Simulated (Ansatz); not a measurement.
**A Fermi-surface study of Si2Mo (I4/mmm)**

```yaml
crystal:
  lattice:
    - [-1.60000, 1.60000, 3.93050]
    - [1.60000, -1.60000, 3.93050]
    - [1.60000, 1.60000, -3.93050]
  atoms:
    - { symbol: Si, position: [0.33300, 0.33300, 0.00000] }
    - { symbol: Si, position: [0.66700, 0.66700, 0.00000] }
    - { symbol: Mo, position: [0.00000, 0.00000, 0.00000] }
```

These are results of Ansatz 0.2.0, DFT PBEsol, scalar-relativistic, plane waves, PAW; levels and slopes on a dense k mesh at the converged density, not measurements. No spin polarisation. Mesh 24×24×24, interpolated with the band slopes. Cell and positions as given, without relaxation (largest force 0.3 eV/Å).

Part 1: The sheets

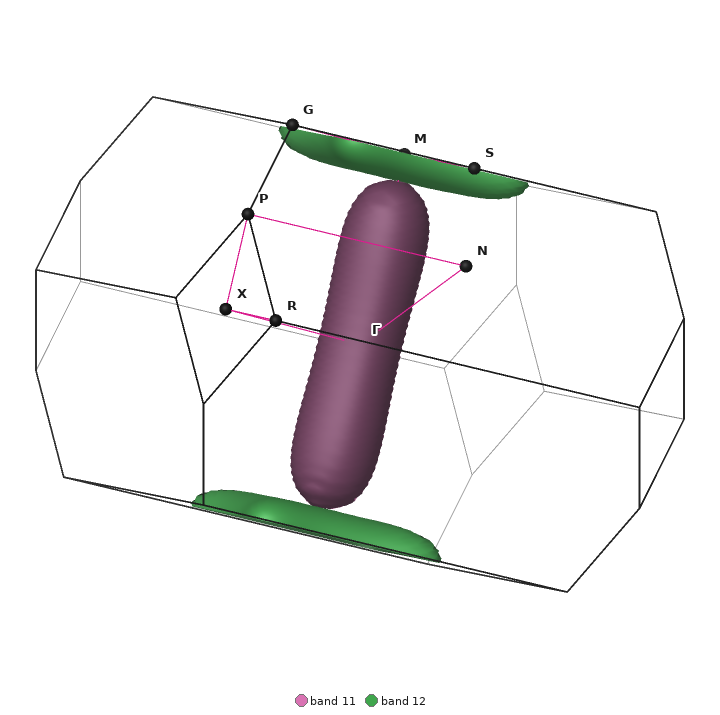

The figure shows the computed Fermi surface of this crystal. Each colour is one band. The brighter face of a sheet looks towards empty states.

Question: Describe the Fermi surface sheet by sheet.

Answer: Two bands cross the Fermi level; this is a three-dimensional metal.

Band 11: one hole pocket centred at Γ (2.0 % of the zone).
Band 12: one electron pocket centred at M (2.0 % of the zone).
A pocket cut by a face of the zone is counted once with the part on the opposite face.

Question: How large are the density of states and the plasma frequency?

Answer: The density of states at the Fermi level is 0.26 states/eV per primitive cell. The intraband plasma frequencies along the cartesian axes x, y and z of the cell as given are 2.2, 2.2 and 2.9 eV.

Part 2: Weight on the atoms

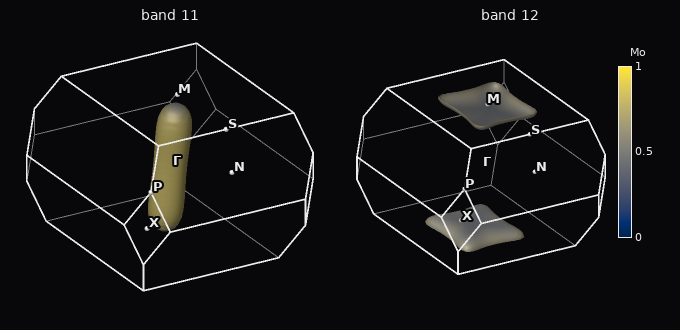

Fermi surface of this crystal, coloured by the weight of the states on Mo (Voronoi cells).

Question: On which elements do the states at the Fermi level lie?

Answer: Band 11: Mo (76 %) and Si (24 %). Band 12: Mo (53 %) and Si (47 %).

Part 3: Cuts and bands

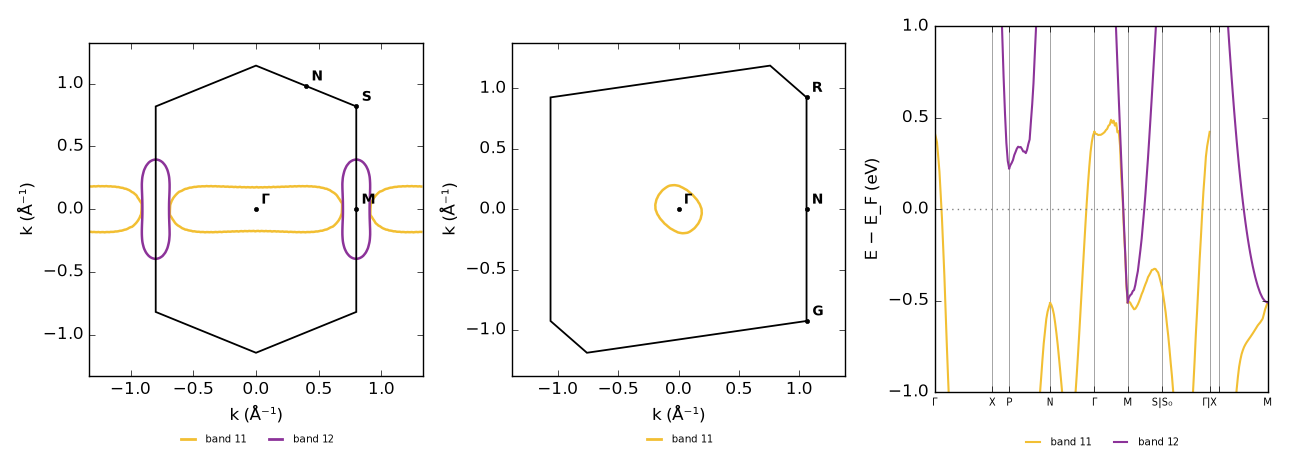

This crystal: cuts through the Fermi surface in the plane through Γ, M and N and the plane through Γ, N and R, and the bands that cross the Fermi level.

Question: For each band, read its level at the labelled points (eV from the Fermi level).

Answer:
```
   band      Γ      M      X      P      N
band 11  +0.42  −0.51  below  below  −0.51
band 12  above  −0.51  above  +0.22  above
```

Negative values are filled states; "above" and "below" lie outside the plotted window.

Spin-orbit coupling is left out; with Mo it can split, shift or remove sheets. The mesh is coarse (steps of 0.12 Å⁻¹). Necks and pockets thinner than about two mesh steps aren't resolved, so separate pockets may in truth be joined.

Cost: 34 s on 1 thread of Arm Neoverse V2, with other jobs on the host, peak memory 0.6 GiB.
